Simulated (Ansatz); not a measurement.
```yaml
crystal:
  lattice:
    - [-5.77692, 3.33531, -6.36502]
    - [5.77692, 3.33531, -6.36502]
    - [0.00000, -6.67061, -6.36502]
  atoms:
    - { symbol: Si, position: [0.42461, 0.08681, 0.42382] }
    - { symbol: Si, position: [0.69590, 0.08990, 0.09249] }
    - { symbol: Si, position: [0.09358, 0.42289, 0.42307] }
    - { symbol: Si, position: [0.76833, 0.76632, 0.40749] }
    - { symbol: Si, position: [0.42487, 0.42314, 0.08715] }
    - { symbol: Si, position: [0.10118, 0.08592, 0.74772] }
    - { symbol: Si, position: [0.76858, 0.40743, 0.76628] }
    - { symbol: Si, position: [0.10134, 0.74733, 0.08604] }
    - { symbol: Si, position: [0.43439, 0.75123, 0.75163] }
    - { symbol: Si, position: [0.04077, 0.03337, 0.37600] }
    - { symbol: Si, position: [0.34860, 0.03316, 0.03387] }
    - { symbol: Si, position: [0.70927, 0.36743, 0.36815] }
    - { symbol: Si, position: [0.37309, 0.69814, 0.36659] }
    - { symbol: Si, position: [0.04132, 0.37551, 0.03369] }
    - { symbol: Si, position: [0.70074, 0.03350, 0.69946] }
    - { symbol: Si, position: [0.37315, 0.36627, 0.69845] }
    - { symbol: Si, position: [0.70106, 0.69798, 0.03423] }
    - { symbol: Si, position: [0.03845, 0.69946, 0.69974] }
    - { symbol: Si, position: [0.30145, 0.96222, 0.29928] }
    - { symbol: Si, position: [0.60557, 0.95715, 0.95883] }
    - { symbol: Si, position: [0.97255, 0.29644, 0.29669] }
    - { symbol: Si, position: [0.63762, 0.63208, 0.29833] }
    - { symbol: Si, position: [0.30188, 0.29856, 0.96250] }
    - { symbol: Si, position: [0.96517, 0.96301, 0.63692] }
    - { symbol: Si, position: [0.63768, 0.29761, 0.63280] }
    - { symbol: Si, position: [0.96553, 0.63623, 0.96328] }
    - { symbol: Si, position: [0.30321, 0.63004, 0.63042] }
    - { symbol: Si, position: [0.94076, 0.92020, 0.22402] }
    - { symbol: Si, position: [0.24614, 0.90103, 0.90124] }
    - { symbol: Si, position: [0.56700, 0.25204, 0.25263] }
    - { symbol: Si, position: [0.24887, 0.57218, 0.24280] }
    - { symbol: Si, position: [0.94076, 0.22423, 0.92035] }
    - { symbol: Si, position: [0.58426, 0.90725, 0.56915] }
    - { symbol: Si, position: [0.24873, 0.24267, 0.57254] }
    - { symbol: Si, position: [0.58432, 0.56854, 0.90751] }
    - { symbol: Si, position: [0.91249, 0.57534, 0.57513] }
    - { symbol: C, position: [0.89441, 0.05935, 0.05923] }
```

The calculation used DFT PBE, scalar-relativistic, plane waves, PAW (Ansatz).

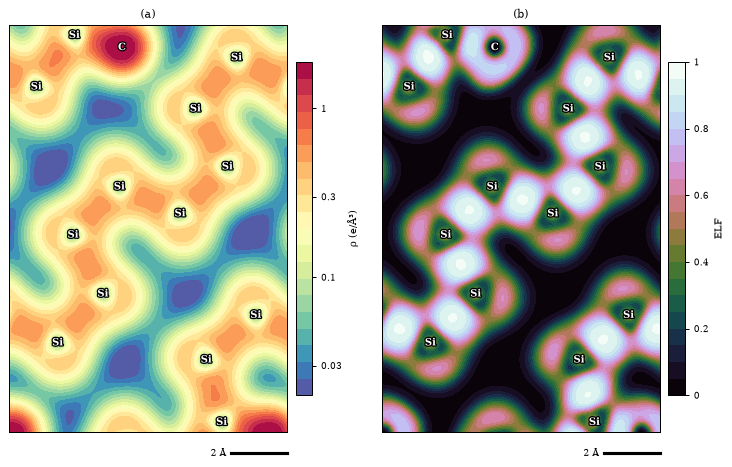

Si36C (cell with a defect). (a) valence charge density (pseudo); (b) electron localisation function on the (011̄) plane of the calculation cell.

Describe what can be read from this map.

Atoms in the plane: Si and C.
Si–C (1.76 Å): ρ at the midpoint is about 1 e/Å³; the ELF peaks at about 0.90 between the atoms (a covalent bond).
Si–Si (2.29 Å): ρ at the midpoint is about 0.62 e/Å³; the ELF peaks at about 0.95 between the atoms: localised, covalent bonding.
Si–Si (2.36 Å): ρ is about 0.57 e/Å³ halfway; the ELF peaks at about 0.95 between the atoms, as expected for a covalent bond.
Si–Si (2.38 Å): ρ is about 0.55 e/Å³ halfway; the ELF peaks at about 0.95 between the atoms (a shared electron pair).
Between the atoms the lowest density in this plane is 0.01 e/Å³.
